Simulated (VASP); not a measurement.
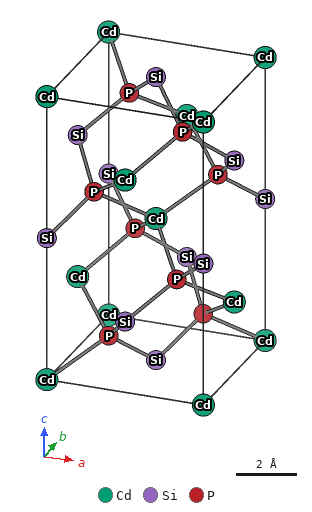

Crystalline CdSiP2 (set up in I-42d), before the relaxation. The picture is a ball-and-stick view of the conventional cell (2 times the calculation's cell), seen from a free direction. Lengths and directions refer to the drawn axes.

The run lets cell and atoms move.

Computed with VASP 6.6.1, Kohn-Sham DFT of a periodic cell, LDA, VASP PAW LDA potentials, recommended.

The input:
```
SYSTEM = CdSiP2
  ALGO = Normal
  EDIFF = 1E-6
  EDIFFG = -0.01
  ENCUT = 600
  GGA = CA
  IBRION = 2
  ISIF = 3
  ISMEAR = 0
  KPAR = 2
  LASPH = .TRUE.
  LCHARG = .FALSE.
  LREAL = .FALSE.
  LWAVE = .FALSE.
  NELM = 80
  NSW = 90
  PREC = Accurate
  SIGMA = 0.03
```

Launched with:
```bash
cat potpaw_LDA.64/Cd/POTCAR potpaw_LDA.64/Si/POTCAR potpaw_LDA.64/P/POTCAR > POTCAR
mpirun -np 2 vasp_std > vasp.out
```

The structure:
```xyz
8
Lattice="-2.8436 2.8436 5.2486 2.8436 -2.8436 5.2486 2.8436 2.8436 -5.2486" Properties=species:S:1:pos:R:3 pbc="T T T"
Cd    0.0000    2.8436    2.6243
Cd    0.0000    0.0000    0.0000
Si    0.0000    0.0000    5.2486
Si    2.8436    0.0000    2.6243
P     1.1552    1.4218    6.5607
P     1.4218   -1.1552    3.9364
P     1.6884    1.4218    1.3121
P     1.4218    3.9989   -1.3121
```

Where does the relaxation end?

Over 8 geometry steps the energy falls by 9.2 meV per atom. Largest force component: 0.25 eV/Å at the start, 0.0037 eV/Å at the end. The pressure goes from −2.84 to 0.00 GPa. The largest moves relative to the cell, 0.028 Å, are those of P atoms. Si and Cd stay in place. Cell: a = b 5.687 → 5.595 Å (−1.6 %), c 10.497 → 10.461 Å (−0.3 %). Volume −3.6 %. Among the contacts that change: Cd–P 2.568 → 2.517 Å, P–Si 2.253 → 2.241 Å. The space group stays I-42d (No. 122).

After the run, drawn alike:

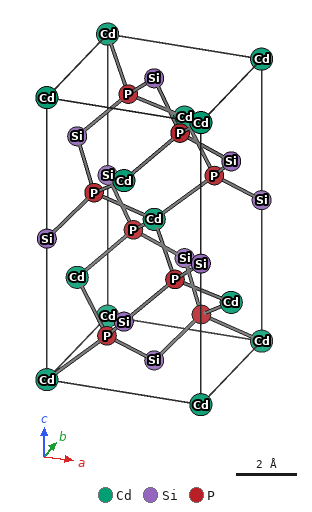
